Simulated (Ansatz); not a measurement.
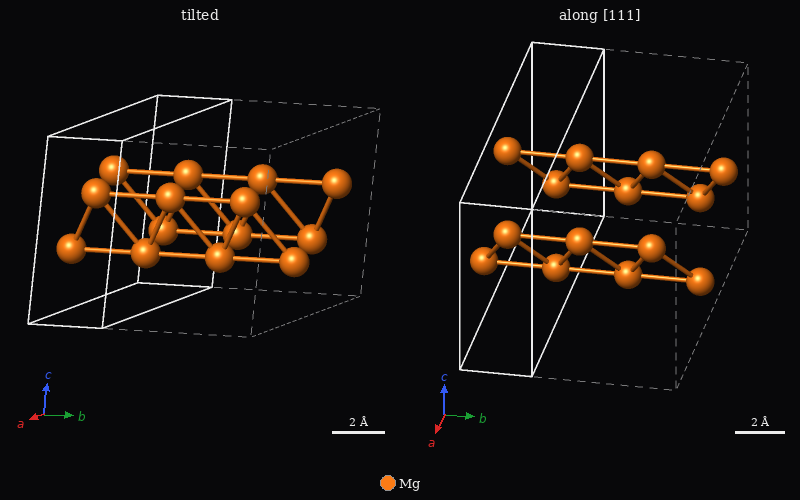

The image is a ball-and-stick drawing of a crystal, viewed slightly off an axis and along [111]. Solid lines give the conventional unit cell, repeated here 1×3×1 times. Cell: a = 11.423 Å, b = 3.088 Å, c = 7.330 Å, α = 90.00°, β = 106.45°, γ = 90.00°.

Describe the crystal.

The element is magnesium. Space group C2/m (No. 12), lattice base-centred monoclinic. The cell holds four atoms. About every Mg there are four Mg at about 3.1 Å. The bonds build Mg chains along [010].

The cell started as a structure listed in the Materials Project. Earlier steps of the study may have refined or changed the cell and positions. It was run through Ansatz as a DFT input.
